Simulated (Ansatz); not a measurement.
**B3N4 (slab): density, localisation and related maps**

Input file:

```
crystal:
  lattice:
    - [2.5061138137, 0.0, 0.0]
    - [-1.2530569069, 2.1703582275, 0.0]
    - [0.0, 0.0, 25.5926876598]
  atoms:
    - { symbol: B, position: [0.6666666667, 0.3333333333, 0.3321261179] }
    - { symbol: "N", position: [0.3333333333, 0.6666666667, 0.3322402185] }
    - { symbol: B, position: [0.3333333333, 0.6666666667, 0.4620997201] }
    - { symbol: "N", position: [0.0, 0.0, 0.4621445588] }
    - { symbol: B, position: [0.0, 0.0, 0.5919331885] }
    - { symbol: "N", position: [0.6666666667, 0.3333333333, 0.5920079078] }
    - { symbol: "N", position: [0.6666666667, 0.3333333333, 0.6474925063], spin: 3.0 }
basis:
  ecutwfc: 420
kpoints:
  mp_grid: { grid: [12, 12, 1] }
hamiltonian:
  xc: pbe
  dispersion: d3bj
scf:
  occupations: { method: gaussian, width: 0.05 }
output:
  forces: true
  eigenvalues: true
  populations: true
  write_density: true
  write_potential: true
  elf: true
  volumetric_format: npy
magnetization:
  spin_polarized: true
relax:
  adjacent_minimum: "off"
  f_tol: 0.03
  max_steps: 70
  constraints: [{ sites: [0, 1] }]
efield:
  axis: 3
  dipole_correction: true
  ramp_width: 0.04
```

Command:

```sh
ansatz run input.yaml --threads 1 --pin off --max-ram 2560MiB --backend cpu --events-out ev --progress --plain --runs-dir out
```

The fields are those of the relaxed geometry.

The program warned that a starting moment wasn't kept; spin-polarised.

Computed with Ansatz, DFT PBE+D3(BJ), scalar-relativistic, plane waves, PAW.

The density is the valence pseudo-density of a PAW calculation; it isn't the true density close to the nuclei.

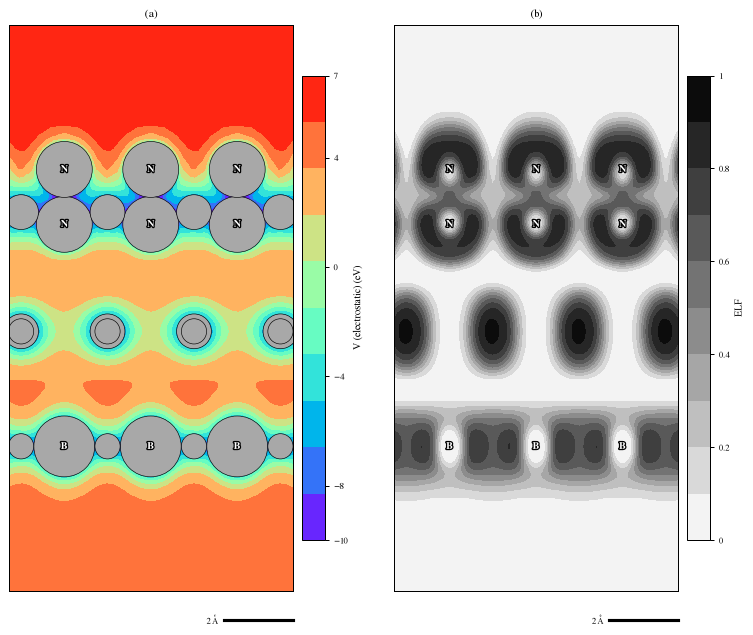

Figure 1. (a) electrostatic potential (local pseudopotential plus Hartree) felt by an electron; (b) ELF on the (010) plane of the calculation cell, a cut from vacuum to vacuum. Grey discs cover the atomic cores in the potential map.

Interpret the plot.

Answer.
- Atoms in the plane: B and N.
- Atoms just off the plane (N, 0.7 Å away and B, 0.7 Å away) can leave unmarked features too.
- N–N (1.59 Å): the ELF peaks at about 0.65 between the atoms.

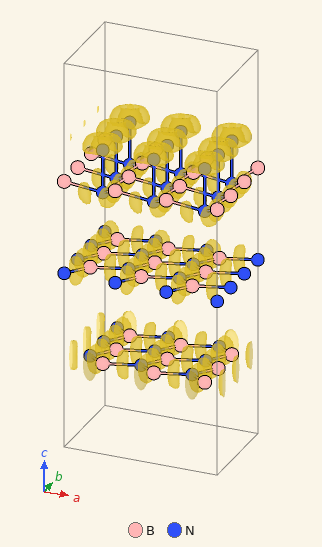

Figure 2. Isosurface of the ELF at 0.85 (yellow), seen slightly off an axis. Only the valence region is drawn (cores and ρ < 0.01 e/Å³ removed). Sticks mark near contacts.

What do the ELF domains correspond to?

Answer. The ELF exceeds this value in nine regions between bonded B–N atoms and one region wrapped around N (its valence shell), counted in one cell of 7 atoms. Counts are for one cell; the picture repeats the cell along the surface. Along the contacts the grid gives the following. B–N (1.45 Å): the ELF peaks at about 0.95 between the atoms.

Does the calculation give a band gap?

Answer. It is gapless in this calculation (a metal or semimetal).
